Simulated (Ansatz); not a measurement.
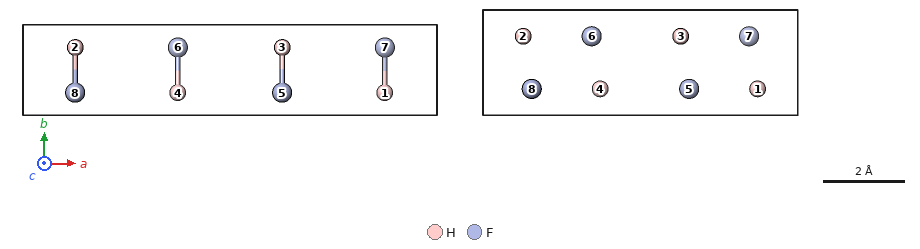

Two geometries of solid HF (built on the GeS-62 type type), drawn at one scale. One is the start of a relaxation, the other its converged end. Style: ball-and-stick. Shown: the cell of the calculation, along the c axis.

Theory: DFT, PBEsol, plane waves, PAW (Ansatz). Settings: plane-wave cutoff 420 eV; k-point mesh 4 × 8 × 6; occupations fermi dirac; smearing width 0.03 eV; no spin polarisation; cell and atoms relaxed; force threshold 0.01 eV/Å; at most 120 steps.

### Which one is relaxed?

The left one is the relaxed one. The energy falls by 1366 meV per atom in 37 accepted moves (53 points after the start). Largest force component: 2.3 eV/Å at the start, 0.0015 eV/Å at the end. Pressure: −22.10 GPa at the start and 0.01 GPa at the end. The line search rejected the trial steps at points 9, 21, 26, 31 of the run. The SCF was repeated 12 times at an unchanged geometry on a basis and grid sized afresh for the cell, which shifted the energy by 7.3 meV per atom at most. The largest moves relative to the cell, 0.97 Å, are those of F5, F6, F7 and F8. F8 goes roughly along −c. By element the largest moves are F 0.97 Å, H 0.55 Å. The drawn cell changes as follows: a 7.865 → 10.342 Å (+31.5 %), b 2.629 → 2.255 Å (−14.2 %), c 3.300 → 3.986 Å (+20.8 %); the volume changes by +36.2 %. Among the contacts that change: H1–F7 1.767 → 1.130 Å. New bonds form, among them: H1–F7 (1.77 → 1.13 Å), H2–F8 (1.77 → 1.13 Å), H3–F5 (1.77 → 1.13 Å), H4–F6 (1.77 → 1.13 Å). The space group stays Pnma (No. 62).

Limits of the set-up: layers or molecules are held without a dispersion correction, so their spacing is unreliable.
